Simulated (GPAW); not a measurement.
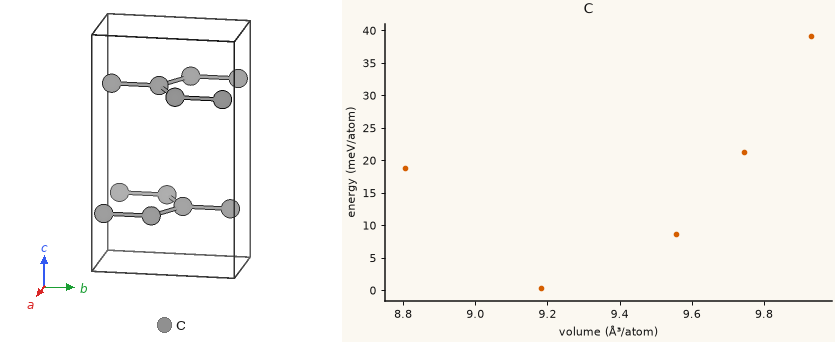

The picture above shows the energy against volume for C, space group Cmme (No. 67). The conventional cell is drawn beside the plot.

The given structure:
```xyz
4
Lattice="1.2280 -2.1271 0.0000 1.2280 2.1271 0.0000 0.0000 0.0000 7.1733" Properties=species:S:1:pos:R:3 pbc="T T T"
C     1.2280   -1.7724    5.4025
C     1.2280    0.3547    1.7708
C     1.2280    1.7724    1.7708
C     1.2280   -0.3547    5.4025
```

Calculation (GPAW 26.7.0): PAW DFT in plane waves, on a grid or in atomic orbitals, no spin polarisation; energies at scaled volumes of the given cell, shape and fractions fixed, counted from the fit's minimum, third-order Birch-Murnaghan fit. Level: LDA.

k mesh 10×10×3; occupations Fermi–Dirac; smearing width 0.05 eV; potentials GPAW PAW data sets (gpaw data 1.2.1); wave cutoff 800 eV; program settings basis pw.

The points at volume 8.9940 Å³/atom and 9.3688 Å³/atom are left out of the plot. What values does the calculation give there?

```tsv
volume (Å³/atom)	energy (meV/atom)
8.9940	5.94
9.3688	1.43
```

Limits of the calculation: shape and atomic fractions are frozen while scaling, which makes layered, chain and framework solids too stiff.
